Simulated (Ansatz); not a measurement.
Al

The calculation's input:

```
crystal:
  lattice:
    - [2.7008442095, 0.0, 0.0]
    - [-1.3504221048, 2.3389996971, 0.0]
    - [0.0, 0.0, 9.1065785895]
  atoms:
    - { symbol: Al, position: [-0.1695174858, 0.0, 0.0] }
    - { symbol: Al, position: [0.3333333333, 0.6666666667, 0.25] }
    - { symbol: Al, position: [0.1695174858, 0.0, 0.5] }
    - { symbol: Al, position: [0.6666666667, 0.3333333333, 0.75] }
basis:
  ecutwfc: 420
kpoints:
  mp_grid: { grid: [18, 18, 6] }
hamiltonian:
  xc: lda
  pseudopotentials: { kind: paw, azcp: { folder: soft_1 } }
  dispersion: d3bj
scf:
  occupations: { method: gaussian, width: 0.15 }
output:
  forces: true
  stress: true
  eigenvalues: true
  write_density: true
  write_potential: true
  elf: true
  volumetric_format: npy
```

Command:

```sh
ansatz run input.yaml --threads 2 --pin off --max-ram 4096MiB --backend cpu --events-out ev --progress --plain --runs-dir out
```

Below, planes, directions and counts refer to the conventional cell (a = 2.70 Å, b = 4.68 Å, c = 9.11 Å, α = 90.00°, β = 90.00°, γ = 90.00°).

Space group C222₁; a structure from a database of computed crystals, not necessarily the ambient phase; changed on purpose from its base cell (mode 4 frozen in at -0.470 Å, equal normal strain along x and y -0.0267); not relaxed (largest force 0.5 eV/Å); computed pressure about 8 GPa in this cell; PAW files of the earlier set (soft_1).

These are results of DFT LDA+D3(BJ), scalar-relativistic, plane waves, PAW (Ansatz 0.2.0), not measurements.

**What can the converged valence pseudo-density and electron localisation function tell about the bonding?**

Al–Al (2.70 Å): ρ at the midpoint is about 0.24 e/Å³; the ELF peaks at about 0.65 between the atoms.

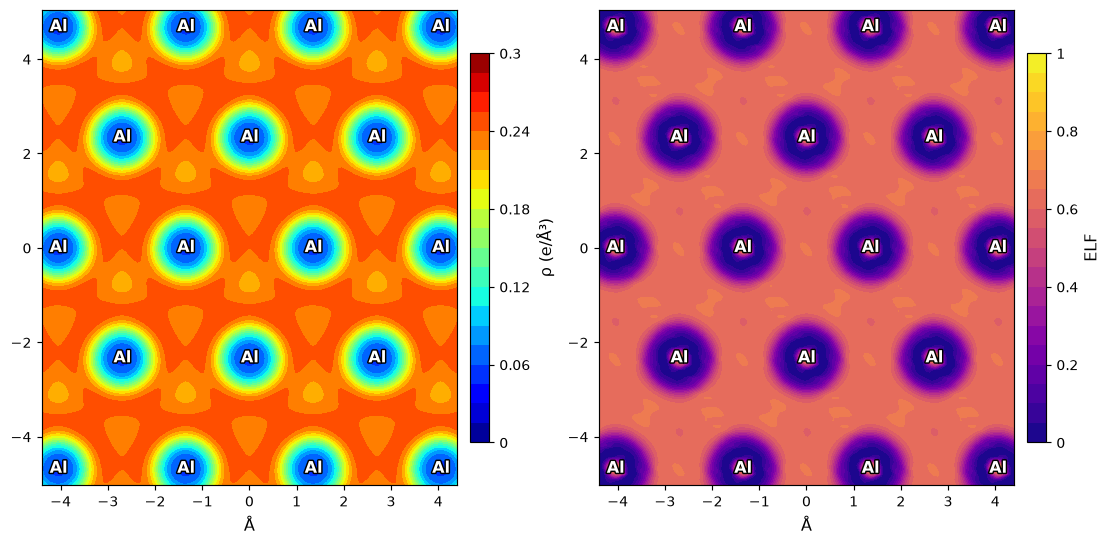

Computed valence pseudo-density and electron localisation function on the (001) plane of the conventional cell, in this order. 

Core electrons are frozen (PAW), and the valence fields are smoothed inside the atomic spheres.
